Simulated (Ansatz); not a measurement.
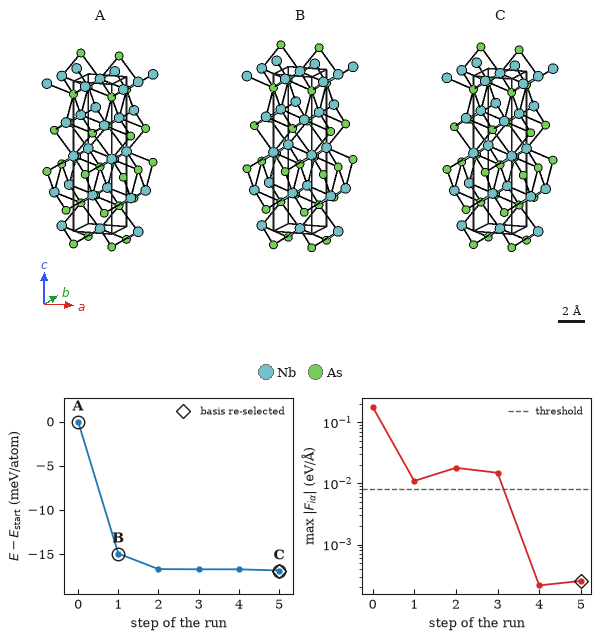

Frames of a relaxation of crystalline NbAs (set up in I4_1md), marked on the history of the run. Style: ball-and-stick. Shown: the cell of the calculation, slightly off an axis.

Case: biaxial strain in the a-b plane of -6.0 %; c and atoms relaxed.

Theory: DFT PBE, scalar-relativistic, plane waves, PAW (Ansatz 0.2.0). Settings: plane-wave cutoff 420 eV; k-point mesh 10 × 10 × 4; occupations gaussian; smearing width 0.1 eV; no spin polarisation; cell relaxed at fixed a, b, gamma; force threshold 0.008 eV/Å; at most 40 steps.

Describe the path.

Answer. The largest moves relative to the cell, 0.017 Å, are those of Nb and As atoms. By element the largest moves are As 0.017 Å, Nb 0.017 Å. The volume changes by +3.6 %, with a = b unchanged at 3.265 Å, c 12.172 → 12.615 Å (+3.6 %). Near-neighbour distances that change, for instance: As–Nb 2.537 → 2.568 Å, As–Nb 2.574 → 2.604 Å. Bond angles that change, for instance: Nb–As–Nb 131.0° → 128.0°, As–Nb–As 131.0° → 128.0°. The space group stays I4_1md (No. 109). The energy falls by 16.8 meV per atom in 4 accepted moves (5 points after the start). The largest force component goes from 0.18 to 0.00025 eV/Å. The pressure goes from 20.04 to 12.59 GPa. The SCF was repeated once at an unchanged geometry on a basis and grid sized afresh for the cell, which shifted the energy by 0.1 meV per atom at most. Cost: 2.5 min on 1 thread of Intel(R) Xeon(R) 6975P-C (Granite Rapids) (shared host), peak memory 0.7 GiB. From step 0 to 1: Nb and As atoms move most (0.02 Å), volume +4.9 %, energy −14.9 meV per atom. From step 1 to 5: volume −1.2 %, energy −1.9 meV per atom.

```json
{"step": "0", "E − E(0), meV/atom": "0.00", "largest force component, eV/Å": "0.1797", "pressure, GPa": "20.04", "volume, Å³/atom": "16.220", "note": ""}
{"step": "1", "E − E(0), meV/atom": "-14.93", "largest force component, eV/Å": "0.0110", "pressure, GPa": "10.37", "volume, Å³/atom": "17.011", "note": ""}
{"step": "2", "E − E(0), meV/atom": "-16.69", "largest force component, eV/Å": "0.0180", "pressure, GPa": "12.41", "volume, Å³/atom": "16.827", "note": ""}
{"step": "3", "E − E(0), meV/atom": "-16.71", "largest force component, eV/Å": "0.0149", "pressure, GPa": "12.59", "volume, Å³/atom": "16.809", "note": ""}
{"step": "4", "E − E(0), meV/atom": "-16.72", "largest force component, eV/Å": "0.0002", "pressure, GPa": "12.59", "volume, Å³/atom": "16.810", "note": ""}
{"step": "5", "E − E(0), meV/atom": "-16.85", "largest force component, eV/Å": "0.0003", "pressure, GPa": "12.59", "volume, Å³/atom": "16.810", "note": "same geometry, new basis"}
```
